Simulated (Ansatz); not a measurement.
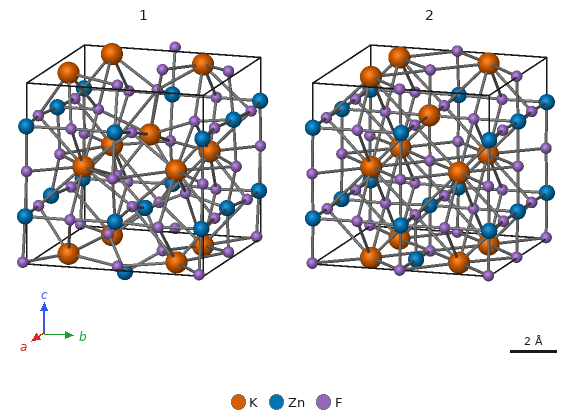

Two geometries of a defect cell of composition K$_{9}$Zn$_{8}$F$_{24}$ (cell charge +1), drawn at one scale. One is the start of a relaxation, the other its converged end. A ball-and-stick model of the cell of the calculation (origin shifted), seen slightly off an axis.

These are results of DFT, PBEsol, PAW, plane waves (Ansatz), not measurements. (plane-wave cutoff 420 eV; k-point mesh 1 × 1 × 1; mesh shifted by (0.25, 0.25, 0.25); no spin polarisation; atoms relaxed in a fixed cell; force threshold 0.03 eV/Å; at most 80 steps)

### Which one is relaxed?

Structure 1 is the relaxed one. Over 21 geometry steps the energy falls by 8.364 eV per cell of the calculation. The largest force component goes from 7.3 to 0.0068 eV/Å. The forces were under the threshold at step 15, but the run went on from there. The atom that moves furthest is an F atom (1.51 Å roughly along [0 −2 −1]). Largest moves by element: F 1.51 Å, Zn 1.20 Å, K 1.10 Å. The cell stays as it was. Some distances before and after: K–K 3.507 → 5.135 Å, F–Zn 3.467 → 1.949 Å, F–K 4.527 → 3.028 Å, F–Zn 3.508 → 2.024 Å. New bonds form: F–K (4.53 → 3.03 Å), F–Zn (3.47 → 1.95 Å), F–Zn (3.51 → 2.02 Å). Bonds break: F–K (2.84 → 4.23 Å), F–K (2.85 → 3.80 Å), F–K (2.87 → 3.80 Å), F–K (2.87 → 4.24 Å). Bond angles that change, for instance: K–F–Zn 179.0° → 98.0°, F–Zn–F 177.5° → 102.0°, K–F–Zn 178.0° → 119.2°.

Limits of the set-up: the periodic images lie only 8.1 Å apart, so the values are limited by the cell's size; the cell is charged, on a uniform background, and energies carry no finite-size correction.
